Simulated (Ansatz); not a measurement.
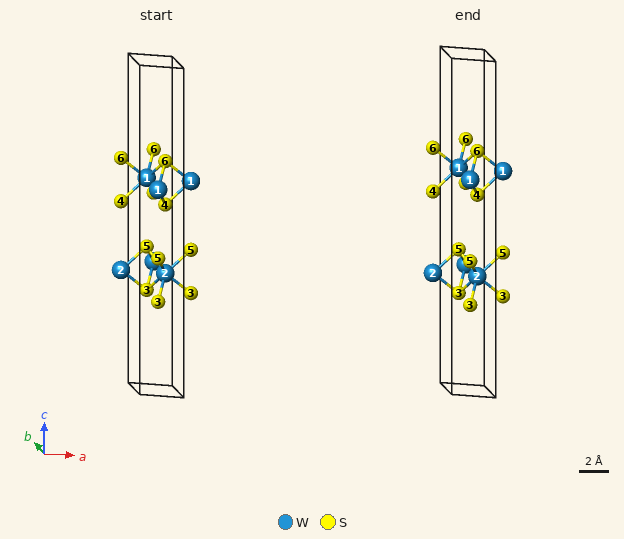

The structure of solid WS₂ (set up in P-3m1) before (left) and after (right) a relaxation, at one scale.

The picture is a ball-and-stick view of the cell of the calculation, seen slightly off an axis.

All numbers below come from DFT PBE, scalar-relativistic, plane waves, PAW in Ansatz.

Input
```yaml
crystal:
  lattice:
    - [3.18320846, 0.0, 0.0]
    - [-1.59160423, 2.75673939, 0.0]
    - [0.0, 0.0, 23.66876411]
  atoms:
    - { symbol: W, position: [0.33333333, 0.66666667, 0.63731754] }
    - { symbol: W, position: [0.66666667, 0.33333333, 0.36268246] }
    - { symbol: S, position: [0.33333333, 0.66666667, 0.29681611] }
    - { symbol: S, position: [0.66666667, 0.33333333, 0.57144183] }
    - { symbol: S, position: [0.33333333, 0.66666667, 0.42855817] }
    - { symbol: S, position: [0.66666667, 0.33333333, 0.70318389] }
basis:
  ecutwfc: 420
kpoints:
  mp_grid: { grid: [12, 12, 2] }
hamiltonian:
  xc: pbe
scf:
  occupations: { method: gaussian, width: 0.02 }
output:
  forces: true
  stress: true
  eigenvalues: true
relax:
  adjacent_minimum: "off"
  f_tol: 0.01
  max_steps: 80
  cell: { stress_tol: 0.05 }
```

Launched with:
```bash
ansatz run input.yaml --threads 1 --pin off --max-ram 2560MiB --backend cpu --events-out ev --progress --plain --runs-dir out
```

Question: What changed between the two?

Answer: Over 6 accepted moves (7 points after the start) the energy falls by 3.9 meV per atom. The largest force component goes from 0.27 to 0.00042 eV/Å. Pressure: 0.97 GPa at the start and 0.00 GPa at the end. The SCF was repeated once at an unchanged geometry on a basis and grid sized afresh for the cell, which shifted the energy by 0.1 meV per atom at most. The largest moves relative to the cell, 0.42 Å, are those of S4 and S5. S4 goes along +c. Largest moves by element: S 0.42 Å, W 0.40 Å. The drawn cell changes as follows: a = b 3.183 → 3.188 Å (+0.1 %), c 23.669 → 24.167 Å (+2.1 %); the volume changes by +2.4 %. Among the contacts that change: W1–S4 2.410 → 2.420 Å, W1–W1 3.183 → 3.188 Å. The space group stays P-3m1 (No. 164).
